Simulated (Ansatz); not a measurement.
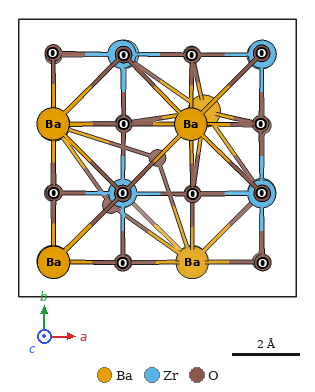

A defect cell of composition Ba₈Zr₈O₂₅, before the relaxation. A ball-and-stick model of the cell of the calculation (origin shifted), seen along the c axis.

These are results of Ansatz, DFT, PBEsol, PAW, plane waves, not measurements.

Input file:
```yaml
crystal:
  lattice:
    - [8.361961, 0.000000, 0.000000]
    - [0.000000, 8.361961, 0.000000]
    - [0.000000, 0.000000, 8.361961]
  atoms:
    - { symbol: Ba, position: [0.000109, 0.999893, 0.001849] }
    - { symbol: Ba, position: [0.998753, 0.003066, 0.502364] }
    - { symbol: Ba, position: [0.998446, 0.499515, 0.000279] }
    - { symbol: Ba, position: [0.000896, 0.496115, 0.502305] }
    - { symbol: Ba, position: [0.500122, 0.002616, 0.004882] }
    - { symbol: Ba, position: [0.500201, 0.999636, 0.500779] }
    - { symbol: Ba, position: [0.495214, 0.498498, 0.999483] }
    - { symbol: Ba, position: [0.543707, 0.544958, 0.500914] }
    - { symbol: Zr, position: [0.247465, 0.247655, 0.251442] }
    - { symbol: Zr, position: [0.249451, 0.249527, 0.751366] }
    - { symbol: Zr, position: [0.256641, 0.750693, 0.247904] }
    - { symbol: Zr, position: [0.246733, 0.750492, 0.745114] }
    - { symbol: Zr, position: [0.750822, 0.252335, 0.249697] }
    - { symbol: Zr, position: [0.750965, 0.247481, 0.750980] }
    - { symbol: Zr, position: [0.748650, 0.747706, 0.248801] }
    - { symbol: Zr, position: [0.752567, 0.750725, 0.752295] }
    - { symbol: O, position: [0.250059, 0.248412, 0.000509] }
    - { symbol: O, position: [0.206798, 0.206649, 0.497590] }
    - { symbol: O, position: [0.252406, 0.749602, 0.000482] }
    - { symbol: O, position: [0.248389, 0.749535, 0.499489] }
    - { symbol: O, position: [0.752599, 0.248644, 0.999288] }
    - { symbol: O, position: [0.749350, 0.251176, 0.500256] }
    - { symbol: O, position: [0.750668, 0.754154, 0.997712] }
    - { symbol: O, position: [0.748269, 0.753567, 0.500683] }
    - { symbol: O, position: [0.996938, 0.249685, 0.245797] }
    - { symbol: O, position: [0.002277, 0.251413, 0.750302] }
    - { symbol: O, position: [0.999817, 0.745550, 0.255222] }
    - { symbol: O, position: [0.999479, 0.755330, 0.747533] }
    - { symbol: O, position: [0.500774, 0.248570, 0.250949] }
    - { symbol: O, position: [0.501663, 0.245104, 0.750600] }
    - { symbol: O, position: [0.497715, 0.750069, 0.252137] }
    - { symbol: O, position: [0.500745, 0.747699, 0.749610] }
    - { symbol: O, position: [0.252659, 0.999861, 0.249456] }
    - { symbol: O, position: [0.249415, 0.998528, 0.747734] }
    - { symbol: O, position: [0.252243, 0.502693, 0.253138] }
    - { symbol: O, position: [0.253583, 0.498132, 0.753643] }
    - { symbol: O, position: [0.747443, 0.003469, 0.244292] }
    - { symbol: O, position: [0.754850, 0.999255, 0.749208] }
    - { symbol: O, position: [0.754640, 0.493892, 0.250394] }
    - { symbol: O, position: [0.746900, 0.499675, 0.746997] }
    - { symbol: O, position: [0.374924, 0.376581, 0.498492] }
  symmetry: { detect: false }
kpoints:
  mp_grid: { grid: [1, 1, 1], shift: [0.25, 0.25, 0.25] }
hamiltonian:
  xc: pbesol
scf:
  occupations: { method: fermi_dirac, width: 0.01 }
relax:
  f_tol: 0.03
  max_steps: 80
  escape_saddle: false
  adjacent_minimum: "off"
output:
  forces: true
  eigenvalues: true
  populations: true
```

Command:
```bash
ansatz run in.yaml --threads 8 --pin off --max-ram 13300MiB --runs-dir r --events-out ev --progress --plain
```

### Predict the outcome.

The energy falls by 4.106 eV per cell of the calculation in 8 geometry steps. The largest force component goes from 3.4 to 0.021 eV/Å. O41 moves most: 1.06 Å along [−1 −3 0]. By element the largest moves are O 1.06 Å, Ba 0.35 Å, Zr 0.07 Å. The cell doesn't change. Among the contacts that change: Ba6–O41 3.322 → 2.629 Å, Ba6–O18 3.003 → 3.651 Å, Ba8–O41 1.994 → 2.627 Å, O18–O41 1.999 → 1.447 Å. Bond angles that change, for instance: Zr9–O41–Zr10 108.5° → 142.5°, Ba8–O41–Zr9 126.9° → 100.6°, Ba6–O41–Zr9 74.7° → 99.8°. Cost: 43 s on 8 threads of Arm Neoverse-V1, peak memory 1.1 GiB.

The end point in the same view:

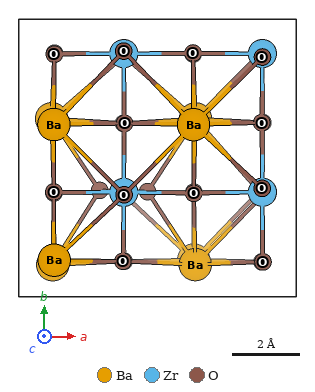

Limits of the set-up: the periodic images lie only 8.4 Å apart, so the values are limited by the cell's size.
